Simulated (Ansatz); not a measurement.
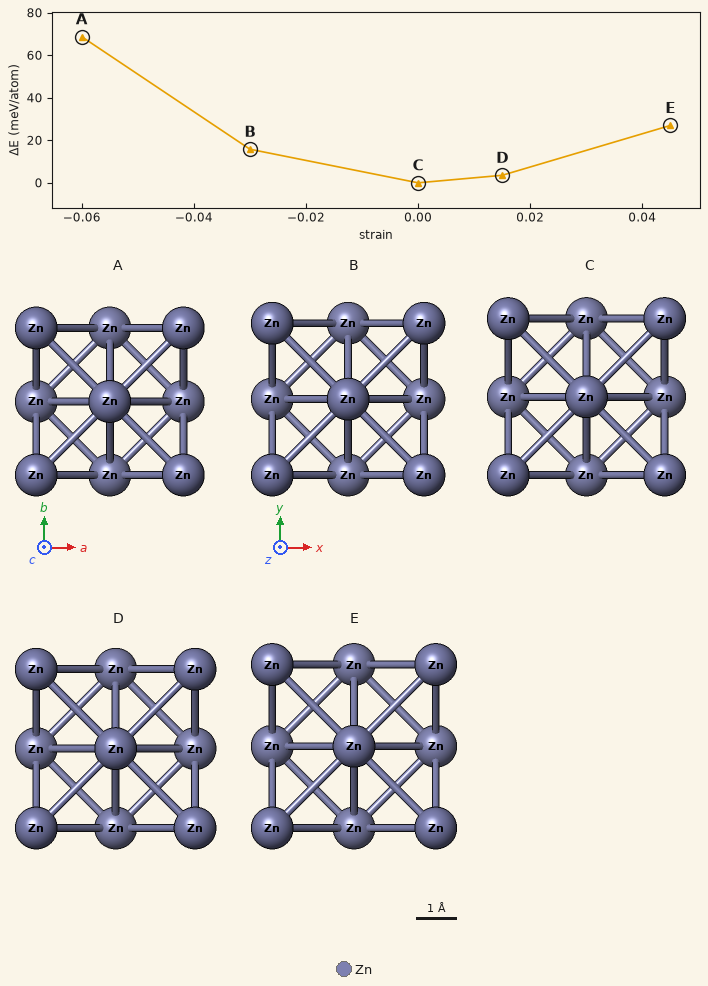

Energy scan for a crystal of Zn (Fm-3m), in which the cell is strained equally along x and y, with the atoms kept at their fractional coordinates. x, y and z are the Cartesian axes of the input. The lettered frames are marked on the plot. A ball-and-stick model of the conventional cell (4 times the calculation's cell), repeated 1 × 1 × 2 with one cell outlined, seen along the c axis. Lengths and directions refer to the drawn axes.

These are results of Ansatz, DFT PBE, scalar-relativistic, plane waves, PAW, not measurements. Set-up: plane-wave cutoff 420 eV; k-point mesh 20 × 20 × 20; occupations gaussian; smearing width 0.15 eV; no spin polarisation. Energies (free energies at the smearing named) are counted from the cell as listed in its source, which wasn't relaxed.

Describe the profile.

Answer. The lowest computed point lies at the strain 0.00 (0.0 meV/atom). The distortion takes the space group from Fm-3m to I4/mmm. At the strain −0.06 the cell of the drawing goes a 3.930 → 3.694 Å, b 3.930 → 3.694 Å.

The computed points:

| strain | ΔE (meV/atom) |
| --- | --- |
| −0.060 | 68.7 |
| −0.030 | 15.8 |
| 0.000 | 0.0 |
| 0.015 | 3.5 |
| 0.045 | 27.0 |
